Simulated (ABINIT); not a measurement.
# Bethe–Salpeter calculation of WS2 (part 2 of 2)

WS2 (3 atoms in the cell); Kohn-Sham DFT of a periodic cell, LDA, PseudoDojo NC SR LDA v0.4.1 standard, BSE, no spin polarisation (ABINIT 10.8.3); cutoff 816.34 eV, 6×6×1 k-mesh, fixed occupations. The structure derives from a Materials Project entry.

Geometry of the input (Å; fractional positions):
```
3.1835  0.0000  0.0000
-1.5918  2.7570  0.0000
0.0000  0.0000  16.9506
W  0.0000  0.0000  0.0000
S  0.3333  0.6667  0.0920
S  0.3333  0.6667  0.9080
```

## What the program printed, continued
```
 cartesian coordinates (angstrom) at end:
    1      0.00000000000000     0.00000000000000     0.00000000000000
    2      0.00000000000000     1.83800402335982     1.55946180961497
    3      0.00000000000000     1.83800402335982    15.39111606886600

 cartesian forces (hartree/bohr) at end:
    1      0.00000000000000     0.00000000000000    -0.00000000000000
    2     -0.00000000000000    -0.00000000000000    -0.00829736948665
    3     -0.00000000000000    -0.00000000000000     0.00829736948665
 frms,max,avg= 3.9114175E-03 8.2973695E-03   0.000E+00  0.000E+00  0.000E+00 h/b

 cartesian forces (eV/Angstrom) at end:
    1      0.00000000000000     0.00000000000000    -0.00000000000000
    2     -0.00000000000000    -0.00000000000000    -0.42666789390770
    3     -0.00000000000000    -0.00000000000000     0.42666789390770
 frms,max,avg= 2.0113317E-01 4.2666789E-01   0.000E+00  0.000E+00  0.000E+00 e/A
 length scales=  1.000000000000  1.000000000000  1.000000000000 bohr
              =  0.529177210544  0.529177210544  0.529177210544 angstroms
 Fermi (or HOMO) energy (hartree) =  -0.02741   Average Vxc (hartree)=  -0.17355
 Eigenvalues (hartree) for nkpt=   7  k points:
 kpt#   1, nband= 13, wtk=  0.02778, kpt=  0.0000  0.0000  0.0000 (reduced coord)
  -2.74598   -1.43173   -1.42569   -1.42569   -0.56744   -0.50545   -0.25935   -0.13313
  -0.13313   -0.10236   -0.08731   -0.08731   -0.02741
 prteigrs : prtvol=0 or 1, do not print more k-points.

--- !EnergyTerms
iteration_state     : {dtset: 1, }
comment             : Components of total free energy in Hartree
kinetic             :  2.80947204261235E+01
hartree             :  2.16353961904438E+02
xc                  : -2.28205130856001E+01
Ewald energy        :  1.40856069312446E+02
psp_core            :  7.39848337489611E-01
local_psp           : -4.77125832426555E+02
non_local_psp       :  1.57640781177381E+01
total_energy        : -9.81376674139199E+01
total_energy_eV     : -2.67046197327980E+03
band_energy         : -1.80972978262642E+01
...

 Cartesian components of stress tensor (hartree/bohr^3)
  sigma(1 1)=  8.75774027E-05  sigma(3 2)=  0.00000000E+00
  sigma(2 2)=  8.75774027E-05  sigma(3 1)=  0.00000000E+00
  sigma(3 3)=  5.06147216E-05  sigma(2 1)=  0.00000000E+00

-Cartesian components of stress tensor (GPa)         [Pressure= -2.2141E+00 GPa]
- sigma(1 1)=  2.57661614E+00  sigma(3 2)=  0.00000000E+00
- sigma(2 2)=  2.57661614E+00  sigma(3 1)=  0.00000000E+00
- sigma(3 3)=  1.48913652E+00  sigma(2 1)=  0.00000000E+00

================================================================================
== DATASET  2 ==================================================================

--- !DatasetInfo
iteration_state: {dtset: 2, }
dimensions: {natom: 3, nkpt: 36, mband: 22, nsppol: 1, nspinor: 1, nspden: 1, mpw: 7933, }
cutoff_energies: {ecut:  30.0, pawecutdg:  -1.0, }
electrons: {nelect:   2.60000000E+01, charge:   0.00000000E+00, occopt:   1.00000000E+00, tsmear:   1.00000000E-02, }
meta: {optdriver: 0, ionmov: 0, optcell: 0, iscf: -2, paral_kgb: 0, }
...

 mkfilename : getden/=0, take file _DEN from output of DATASET   1.

 Exchange-correlation functional for the present dataset will be:
  LDA: Perdew-Wang 92 LSD fit to Ceperley-Alder data - ixc=7
  J.P.Perdew and Y.Wang, PRB 45, 13244 (1992)

 Real(R)+Recip(G) space primitive vectors, cartesian coordinates (Bohr,Bohr^-1):
 R(1)=  6.0159740  0.0000000  0.0000000  G(1)=  0.1662241  0.0959695  0.0000000
 R(2)= -3.0079870  5.2099863  0.0000000  G(2)=  0.0000000  0.1919391  0.0000000
 R(3)=  0.0000000  0.0000000 32.0319499  G(3)=  0.0000000  0.0000000  0.0312188
 Unit cell volume ucvol=  1.0039820E+03 bohr^3
 Angles (23,13,12)=  9.00000000E+01  9.00000000E+01  1.20000000E+02 degrees

 getcut: wavevector=  0.0000  0.0000  0.0000  ngfft=  30  30 160
         ecut(hartree)=     30.000   => boxcut(ratio)=   2.02400
--------------------------------------------------------------------------------

================================================================================
 Non-SCF case, kpt    1 (  0.01833  0.03500  0.31000), residuals and eigenvalues=
  3.21E-13  1.82E-13  8.19E-13  2.58E-13  8.75E-13  4.81E-13  2.63E-13  4.51E-13
  4.43E-13  5.94E-13  2.14E-13  2.28E-13  2.35E-13  4.47E-13  4.22E-13  5.07E-13
  4.49E-13  8.78E-13  4.91E-13  5.35E-13  9.59E-12  2.80E-06
 -2.7460E+00 -1.4317E+00 -1.4260E+00 -1.4257E+00 -5.6609E-01 -5.0497E-01
 -2.5773E-01 -1.3673E-01 -1.3179E-01 -1.0927E-01 -8.9560E-02 -8.2495E-02
 -2.8023E-02  7.7305E-02  8.1634E-02  8.2429E-02  8.5015E-02  1.6212E-01
  1.7866E-01  1.9097E-01  2.2804E-01  2.7801E-01
 prteigrs : prtvol=0 or 1, do not print more k-points.

--- !ResultsGS
iteration_state: {dtset: 2, }
comment   : Summary of ground state results
lattice_vectors:
- [  6.0159740,   0.0000000,   0.0000000, ]
- [ -3.0079870,   5.2099863,   0.0000000, ]
- [  0.0000000,   0.0000000,  32.0319499, ]
lattice_lengths: [   6.01597,    6.01597,   32.03195, ]
lattice_angles: [ 90.000,  90.000, 120.000, ] # degrees, (23, 13, 12)
lattice_volume:   1.0039820E+03
convergence: {deltae:  0.000E+00, res2:  0.000E+00, residm:  9.978E-13, diffor:  0.000E+00, }
etotal    :  -9.81376674E+01
entropy   :   0.00000000E+00
fermie    :  -2.74120717E-02
cartesian_stress_tensor: null
pressure_GPa: null
xred      :
- [  0.0000E+00,   0.0000E+00,   0.0000E+00,  W]
- [  3.3333E-01,   6.6667E-01,   9.2001E-02,  S]
- [  3.3333E-01,   6.6667E-01,   9.0800E-01,  S]
cartesian_forces: null
force_length_stats: {min: null, max: null, mean: null, }
...

 Integrated electronic density in atomic spheres:
 ------------------------------------------------
 Atom  Sphere_radius  Integrated_density
    1        2.00000         10.13897048
    2        2.00000          3.95841338
    3        2.00000          3.95841338
================================================================================

 ----iterations are completed or convergence reached----

 Mean square residual over all n,k,spin=   56.868E-14; max=  99.784E-14
 reduced coordinates (array xred) for    3 atoms
       0.000000000000      0.000000000000      0.000000000000
       0.333333333333      0.666666666667      0.092000510000
       0.333333333333      0.666666666667      0.907999490000

 cartesian coordinates (angstrom) at end:
    1      0.00000000000000     0.00000000000000     0.00000000000000
    2      0.00000000000000     1.83800402335982     1.55946180961497
    3      0.00000000000000     1.83800402335982    15.39111606886600
 length scales=  1.000000000000  1.000000000000  1.000000000000 bohr
              =  0.529177210544  0.529177210544  0.529177210544 angstroms
 Eigenvalues (hartree) for nkpt=  36  k points:
 kpt#   1, nband= 22, wtk=  0.02778, kpt=  0.0183  0.0350  0.3100 (reduced coord)
  -2.74597   -1.43168   -1.42596   -1.42575   -0.56609   -0.50497   -0.25773   -0.13673
  -0.13179   -0.10927   -0.08956   -0.08249   -0.02802    0.07731    0.08163    0.08243
   0.08502    0.16212    0.17866    0.19097    0.22804    0.27801
 prteigrs : prtvol=0 or 1, do not print more k-points.

================================================================================
== DATASET  3 ==================================================================

--- !DatasetInfo
iteration_state: {dtset: 3, }
dimensions: {natom: 3, nkpt: 36, mband: 16, nsppol: 1, nspinor: 1, nspden: 1, mpw: 6017, }
cutoff_energies: {ecut:  25.0, pawecutdg:  -1.0, }
electrons: {nelect:   2.60000000E+01, charge:   0.00000000E+00, occopt:   1.00000000E+00, tsmear:   1.00000000E-02, }
meta: {optdriver: 99, bs_calctype: 1, bs_algorithm: 1, }
...

 mkfilename : getwfk/=0, take file _WFK from output of DATASET   2.

 mkfilename : getden/=0, take file _DEN from output of DATASET   1.

 Exchange-correlation functional for the present dataset will be:
  LDA: Perdew-Wang 92 LSD fit to Ceperley-Alder data - ixc=7
  J.P.Perdew and Y.Wang, PRB 45, 13244 (1992)

 Exciton: Calculation of dielectric properties by solving the Bethe-Salpeter equation
 in frequency domain and reciprocal space on a transitions basis set.
 Based on a program developed by L. Reining, V. Olevano, F. Sottile,
 S. Albrecht, and G. Onida. Incorporated in ABINIT by M. Giantomassi.

 Real(R)+Recip(G) space primitive vectors, cartesian coordinates (Bohr,Bohr^-1):
 R(1)=  6.0159740  0.0000000  0.0000000  G(1)=  0.1662241  0.0959695  0.0000000
 R(2)= -3.0079870  5.2099863  0.0000000  G(2)=  0.0000000  0.1919391  0.0000000
 R(3)=  0.0000000  0.0000000 32.0319499  G(3)=  0.0000000  0.0000000  0.0312188
 Unit cell volume ucvol=  1.0039820E+03 bohr^3
 Angles (23,13,12)=  9.00000000E+01  9.00000000E+01  1.20000000E+02 degrees

--- Pseudopotential description ------------------------------------------------
- pspini: atom type   1  psp file is ./W.upf
  74.00000  14.00000  180309                  znucl, zion, pspdat
12 -1012 3 -1 1380                            pspcod,pspxc,lmax,lloc,mmax
     nproj     2     2     2     2

- pspini: atom type   2  psp file is ./S.upf
  16.00000   6.00000  180309                  znucl, zion, pspdat
12 -1012 2 -1 1132                            pspcod,pspxc,lmax,lloc,mmax
     nproj     2     2     2     0

--------------------------------------------------------------------------------

 ==== K-mesh for the wavefunctions ====
 Number of points in the irreducible wedge :    36
 Reduced coordinates and weights :

     1)     1.83333333E-02  3.50000000E-02  3.10000000E-01       0.02778
     2)     1.85000000E-01  3.50000000E-02  3.10000000E-01       0.02778
     3)     3.51666667E-01  3.50000000E-02  3.10000000E-01       0.02778
     4)    -4.81666667E-01  3.50000000E-02  3.10000000E-01       0.02778
   [... 32 further points ...]

 Together with 12 symmetry operations and time-reversal symmetry
 yields    36 points in the full Brillouin Zone.

 ==== Q-mesh for the screening function ====
 Number of points in the irreducible wedge :     7
 Reduced coordinates and weights :

     1)     0.00000000E+00  0.00000000E+00  0.00000000E+00       0.02778
     2)     1.66666667E-01  0.00000000E+00  0.00000000E+00       0.16667
     3)     3.33333333E-01  0.00000000E+00  0.00000000E+00       0.16667
     4)     5.00000000E-01  0.00000000E+00  0.00000000E+00       0.08333
     5)     1.66666667E-01  1.66666667E-01  0.00000000E+00       0.16667
     6)     3.33333333E-01  1.66666667E-01  0.00000000E+00       0.33333
     7)     3.33333333E-01  3.33333333E-01  0.00000000E+00       0.05556

 Together with 12 symmetry operations and time-reversal symmetry
 yields    36 points in the full Brillouin Zone.

 vcoul_init : cutoff-mode = AUXILIARY_FUNCTION
 q-points for optical limit:   1
     1)      0.000010    0.000020    0.000030
 setmesh: FFT mesh size selected  =    15x   15x  100
          total number of points  =        22500

 ==== Fundamental parameters for the solution of the Bethe-Salpeter equation: ====
 Algorithm: Direct diagonalization.
 Dimension of the v, W matrices,  npweps  = 259
 Cutoff for the wavefunctions,    npwwfn  = 6013
 Number of k-points in the IBZ,   nkibz   = 36
 Highest empty band included,     nband   = 16
 === Spin UP ===
 Number of resonant transitions          432
 Lowest occupied state                   10
 Highest occupied state                  13
 Lowest unoccupied state                 14
 Highest unoccupied state                16
 Minimum frequency [eV]           Emin    =   0.00
 Maximum frequency [eV]           Emax    =  11.00
 Frequency step [eV]              dE      =   0.05
 Lorentzian broadening [eV]       eta     =   0.10
 RPA L0 with KS energies and KS wavefunctions
 Local fields effects (v term) included
 Excitonic effects (W term) included
 Full W_GG' included
 W is approximated with the model dielectric function
 Resonant-only calculation (Hermitian case)

 Calculating epsilon_Macro(q-->0,w), along the following directions:
 q = (  0.829195  0.000000  0.000000) [r.l.u.]
 q = (  0.000000  0.829195  0.000000) [r.l.u.]
 q = (  0.000000  0.000000  5.098043) [r.l.u.]
 q = (  0.957472 -0.478736  0.000000) [r.l.u.]
 q = (  0.000000  0.829195  0.000000) [r.l.u.]
 q = (  0.000000  0.000000  5.098043) [r.l.u.]
 Number of electrons calculated from density =   25.9999; Expected =   26.0000
 average of density, n =  0.025897
 r_s =    2.0968
 omega_plasma =   15.5231 [eV]

 Direct diagonalization of the resonant excitonic Hamiltonian, Matrix size= 432
 Excitonic eigenvalues in eV up to n=   32
   1.21458   1.23778   1.77732   1.81455   1.91338   1.92716   1.93614   2.00327
   2.01219   2.04247   2.09098   2.10552   2.11273   2.13936   2.15830   2.18343
   2.19842   2.22507   2.22794   2.26034   2.26113   2.28790   2.30400   2.31682
   2.35160   2.35678   2.38167   2.39213   2.40878   2.41689   2.42733   2.43547

 First excitonic eigenvalue=    1.21 [eV]
 Last  excitonic eigenvalue=    9.95 [eV]

 GW  direct gap       2.00  0.00 [eV]
 EXC direct gap       1.21  0.00 [eV]
 EXC binding energy   0.78  0.00 [eV]

 Excitonic eigenvalues up to the GW energy gap [eV]
  1 (  1.21  0.00)
  2 (  1.24  0.00)
  3 (  1.78  0.00)
  4 (  1.81  0.00)
  5 (  1.91  0.00)
  6 (  1.93  0.00)
  7 (  1.94  0.00)

 Macroscopic dielectric function:
 omega [eV] <KS_RPA_nlf>  <GW_RPA_nlf>  <BSE>
   0.0000   3.8659   0.0000   3.8659   0.0000   5.3119   0.0000
   0.0500   3.8666   0.0028   3.8666   0.0028   5.3151   0.0129
   0.1000   3.8687   0.0056   3.8687   0.0056   5.3246   0.0259
   0.1500   3.8722   0.0085   3.8722   0.0085   5.3405   0.0393
   0.2000   3.8772   0.0114   3.8772   0.0114   5.3632   0.0532
   0.2500   3.8835   0.0143   3.8835   0.0143   5.3928   0.0679
   0.3000   3.8914   0.0173   3.8914   0.0173   5.4298   0.0836
   0.3500   3.9008   0.0204   3.9008   0.0204   5.4748   0.1006
   0.4000   3.9117   0.0236   3.9117   0.0236   5.5284   0.1193
   0.4500   3.9242   0.0268   3.9242   0.0268   5.5915   0.1402

 Writing KS-RPA macroscopic dielectric function without local fields to file: runo_DS3_RPA_NLF_MDF
 Writing GW-RPA macroscopic dielectric function without local fields to file: runo_DS3_GW_NLF_MDF
 Writing EXC Macroscopic dielectric function to file: runo_DS3_EXC_MDF

== END DATASET(S) ==============================================================
================================================================================

 -outvars: echo values of variables after computation  --------
            acell      1.0000000000E+00  1.0000000000E+00  1.0000000000E+00 Bohr
           etotal1    -9.8137667414E+01
           etotal3     0.0000000000E+00
            fcart1     1.1935535679E-28  6.8909847376E-29 -0.0000000000E+00
                      -5.9677678397E-29 -3.4454923688E-29 -8.2973694866E-03
                      -5.9677678397E-29 -3.4454923688E-29  8.2973694866E-03
            fcart3     0.0000000000E+00  0.0000000000E+00  0.0000000000E+00
                       0.0000000000E+00  0.0000000000E+00  0.0000000000E+00
                       0.0000000000E+00  0.0000000000E+00  0.0000000000E+00
            rprim      6.0159740246E+00  0.0000000000E+00  0.0000000000E+00
                      -3.0079870123E+00  5.2099863337E+00  0.0000000000E+00
                       0.0000000000E+00  0.0000000000E+00  3.2031949866E+01
           strten1     8.7577402672E-05  8.7577402707E-05  5.0614721633E-05
                       0.0000000000E+00  0.0000000000E+00  0.0000000000E+00
           strten3     0.0000000000E+00  0.0000000000E+00  0.0000000000E+00
                       0.0000000000E+00  0.0000000000E+00  0.0000000000E+00
           xangst      0.0000000000E+00  0.0000000000E+00  0.0000000000E+00
                       2.7448169801E-16  1.8380040234E+00  1.5594618096E+00
                       2.7448169801E-16  1.8380040234E+00  1.5391116069E+01
             xred      0.0000000000E+00  0.0000000000E+00  0.0000000000E+00
                       3.3333333333E-01  6.6666666667E-01  9.2000510000E-02
                       3.3333333333E-01  6.6666666667E-01  9.0799949000E-01
 Calculation completed.
```

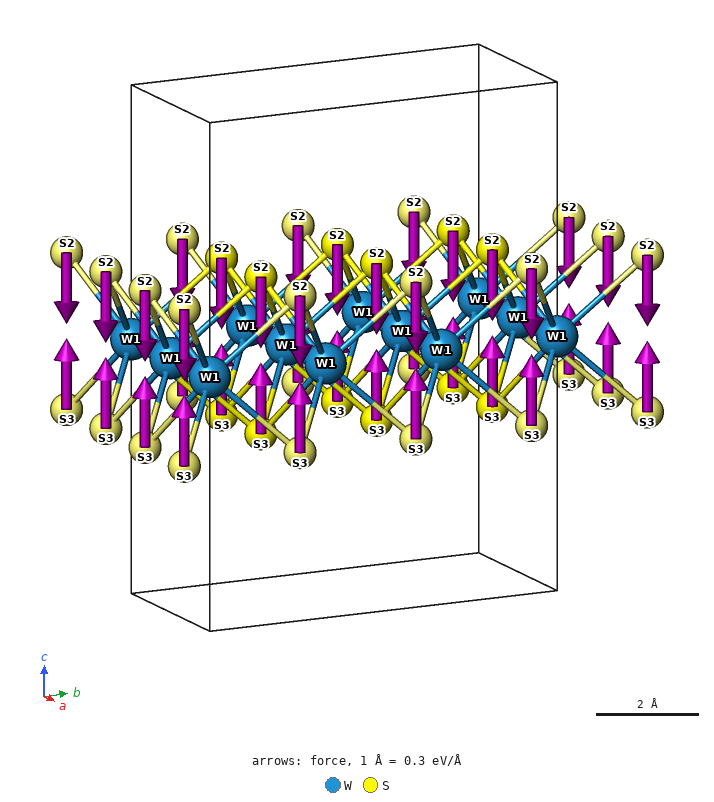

**Figure 1.** Forces on the atoms as pink arrows (ball-and-stick view of the 2 × 3 repeat of the cell, with the vacuum cut short, seen slightly off an axis; neighbours outside the cell are drawn fainter; atoms are numbered from 1 in the order of the input). The largest act on S2, S3 (0.43 eV/Å). The geometry is not a stationary point of this energy.

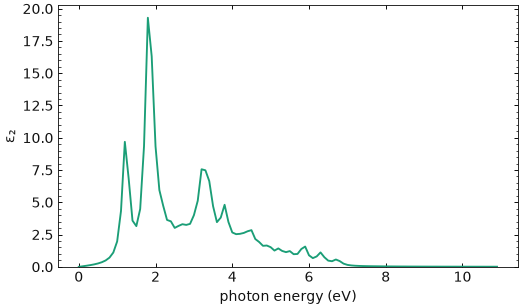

**Figure 2.** Imaginary part of the dielectric function (first component that the program prints). The highest peak, 19.3, lies at 1.80 eV.

## Summary

| quantity | value |
| --- | --- |
| outcome | converged |
| space group (tolerance 0.01 Å) | P-6m2 (187) |
| electrons treated | 26 |
| free energy | −2670.4620 eV |
| Fermi energy | −0.746 eV |
| pressure | −2.21 GPa |
| largest force (length of the vector) | 0.427 eV/Å |
| wall time | 4.1 min |
| peak memory | 1.1 GiB |

## Remarks

Further notes kept with the run: Wrong value for nkref: nkref= 36 nkbz= 864 nkbzmx =864; Hacking the rottb tables!. Points of doubt noted for this run: k mesh coarse for spectra. Spin–orbit coupling is left out, which matters for W.
